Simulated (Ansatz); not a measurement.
Start from this file.

```cif
data_structure
_symmetry_space_group_name_H-M 'P 1'
_symmetry_Int_Tables_number 1
_cell_length_a 3.8313
_cell_length_b 7.6314
_cell_length_c 6.3326
_cell_angle_alpha 90.000
_cell_angle_beta 90.000
_cell_angle_gamma 90.000
_cell_volume 185.16
loop_
_atom_site_label
_atom_site_type_symbol
_atom_site_fract_x
_atom_site_fract_y
_atom_site_fract_z
_atom_site_occupancy
Si1 Si 0.00000 0.33333 0.06301 1
Si2 Si 0.50000 0.16667 0.56301 1
Si3 Si 0.00000 0.33333 0.43699 1
Si4 Si 0.50000 0.16667 0.93699 1
Si5 Si 0.50000 0.83333 0.06301 1
Si6 Si 0.00000 0.66667 0.56301 1
Si7 Si 0.50000 0.83333 0.43699 1
Si8 Si 0.00000 0.66667 0.93699 1
```

Give a crystallographic description of this input.

The element is silicon. Its lattice is base-centred orthorhombic, its space group Cmcm (No. 63). The cell holds eight atoms. Si is linked to three Si in a trigonal pyramidal arrangement at 2.37 to 2.43 Å. The bonds build Si layers parallel to (010).

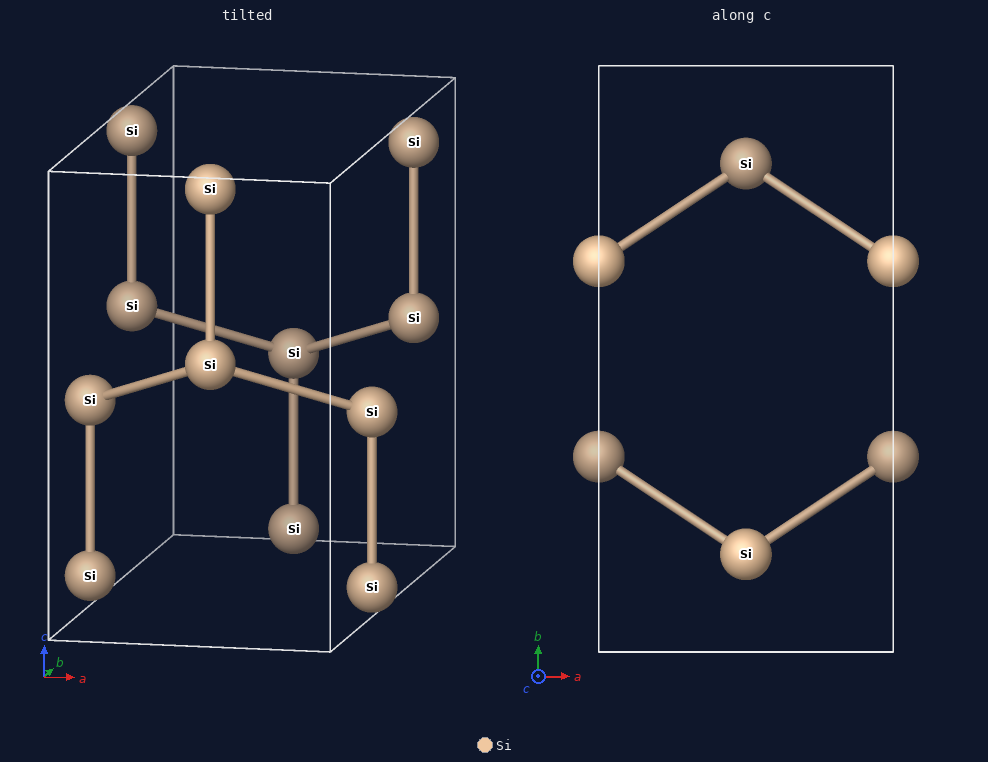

Shown here is a ball-and-stick view of the crystal, taken slightly off an axis and along the c axis. The frame is the conventional unit cell; atoms at its boundary are shown with their periodic copies.

The structure was taken from a structure listed in the Materials Project. The cell was then strained or its atoms displaced on purpose. It was run through Ansatz as a DFT input.

At this level of theory the cell isn't at rest (stretched, at -10 GPa), so its distances can differ from those at equilibrium, the more so the softer the solid.
